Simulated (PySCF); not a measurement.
NMR shielding calculation, with input and output: C4H6

The run: NMR shielding calculation of C4H6 (cyclobutene). Method and program: GIAO LDA/IGLO-III NMR shielding, non-relativistic, gas phase (PySCF 2.14.0).

The geometry comes from this level: GFN2-xTB. Figures and captions count atoms from 1; the log counts them from 0 in places.

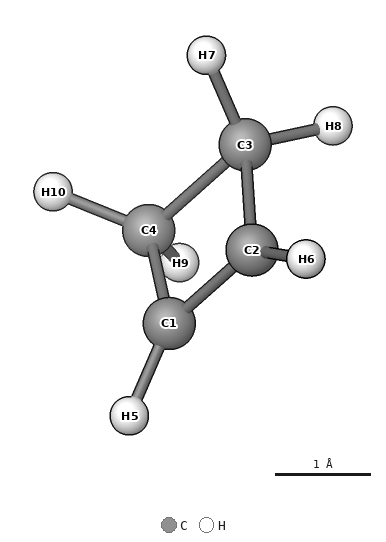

**Figure 1.** The input geometry (ball-and-stick view, seen at a tilt; atoms are numbered from 1 in the order of the input). Bond lengths as drawn: C–C 1.33 to 1.55 Å and C–H 1.07 to 1.09 Å.

**Input**
```
{"job": {"kind": "nmr", "xc": "LDA", "basis": "IGLO-III", "pop": false}, "charge": 0, "multiplicity": 1}
C      1.089165     0.313128    -0.073205
C      0.038848     1.115260    -0.210089
C     -0.966845     0.018947     0.006257
C      0.259204    -0.917635     0.164209
H      2.154175     0.453119    -0.110900
H     -0.087624     2.165207    -0.402895
H     -1.583070     0.121023     0.898518
H     -1.606644    -0.202356    -0.846806
H      0.345471    -1.692052    -0.596833
H      0.366202    -1.369986     1.149216
```

The first line tells a small driver script what to run in PySCF; the rest is the geometry in Å.

Run on 1 CPU thread, shared host.

Launched with:
```bash
OMP_NUM_THREADS=1 python <driver script> task.json out
```

**What the program printed**
```
coarse grid: 8064 points
cycle   1  E = -154.4817225420  dE =  3.746e-01  |g| = 5.523e-01  |ddm| = 2.029e+00
cycle   2  E = -154.3292514965  dE =  1.525e-01  |g| = 9.405e-01  |ddm| = 9.865e-01
cycle   3  E = -154.5619414579  dE = -2.327e-01  |g| = 5.348e-02  |ddm| = 6.820e-01
cycle   4  E = -154.5625012636  dE = -5.598e-04  |g| = 1.564e-02  |ddm| = 4.250e-02
cycle   5  E = -154.5625498144  dE = -4.855e-05  |g| = 4.102e-03  |ddm| = 1.210e-02
cycle   6  E = -154.5625537185  dE = -3.904e-06  |g| = 1.160e-03  |ddm| = 2.785e-03
final grid: 77064 points
cycle   7  E = -154.5695127376  dE = -7.888e-05  |g| = 4.073e-03  |ddm| = 7.716e-02
cycle   8  E = -154.5695020095  dE =  1.073e-05  |g| = 7.557e-03  |ddm| = 6.713e-03
cycle   9  E = -154.5695163883  dE = -1.438e-05  |g| = 1.630e-03  |ddm| = 4.485e-03
cycle  10  E = -154.5695170348  dE = -6.466e-07  |g| = 4.495e-04  |ddm| = 1.014e-03
cycle  11  E = -154.5695170854  dE = -5.057e-08  |g| = 3.586e-05  |ddm| = 2.600e-04
cycle  12  E = -154.5695170857  dE = -2.743e-10  |g| = 1.049e-05  |ddm| = 2.972e-05
```

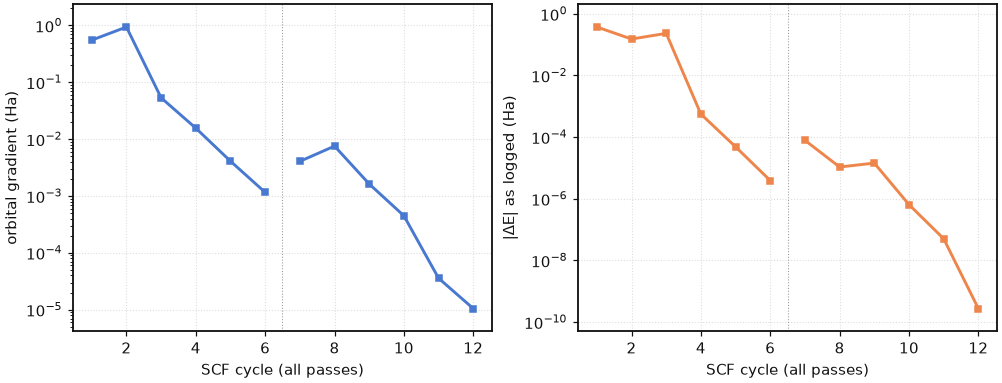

**Figure 2.** Convergence of the self-consistent field: orbital gradient and size of the energy change against the SCF cycle. The dotted line marks the change from a coarse to the final integration grid. The first 6 cycles use a coarse grid, the final grid takes over at cycle 7, and the field converges after 12 cycles in all.

```
converged SCF energy = -154.5695170857

GIAO shielding tensors (ppm)
atom      isotropic    diamagn.    paramagn.     s11        s22        s33       span
  0 C       29.852     254.282    -224.430    -76.765     24.244    142.076    218.841
  1 C       29.855     254.283    -224.428    -76.783     24.239    142.108    218.891
  2 C      146.802     247.234    -100.432    134.808    150.351    155.248     20.440
  3 C      146.819     247.242    -100.423    134.805    150.423    155.230     20.425
  4 H       24.932      30.149      -5.218     24.220     24.935     25.639      1.419
  5 H       24.928      30.144      -5.216     24.217     24.935     25.633      1.415
  6 H       28.562      29.643      -1.081     25.749     26.925     33.012      7.263
  7 H       28.567      29.640      -1.073     25.753     26.924     33.024      7.271
  8 H       28.562      29.636      -1.074     25.751     26.921     33.013      7.263
  9 H       28.565      29.644      -1.078     25.746     26.926     33.023      7.277
```

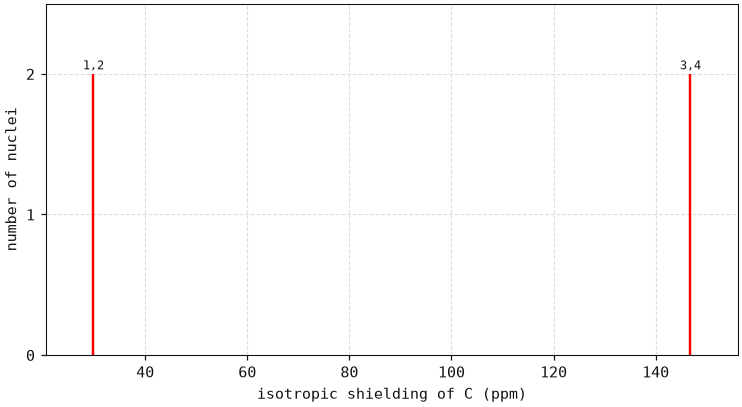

**Figure 3.** Isotropic shieldings of the carbon nuclei in this fixed geometry, labelled by atom number; shielding grows to the right, so chemical shift grows to the left. The least shielded is C1 (29.9 ppm), the most shielded C4 (146.8 ppm).

**Summary**

```csv
quantity,value
outcome,converged
total energy,−154.569517 hartree
HOMO,−6.20 eV
LUMO,−0.77 eV
dipole moment,0.25 D
"isotropic shielding, C",29.9 to 146.8 ppm
"isotropic shielding, H",24.9 to 28.6 ppm
wall time,11 s
peak memory,0.76 GiB
```

**Remarks**

Settings chosen away from the usual ones: LDA/IGLO-III.
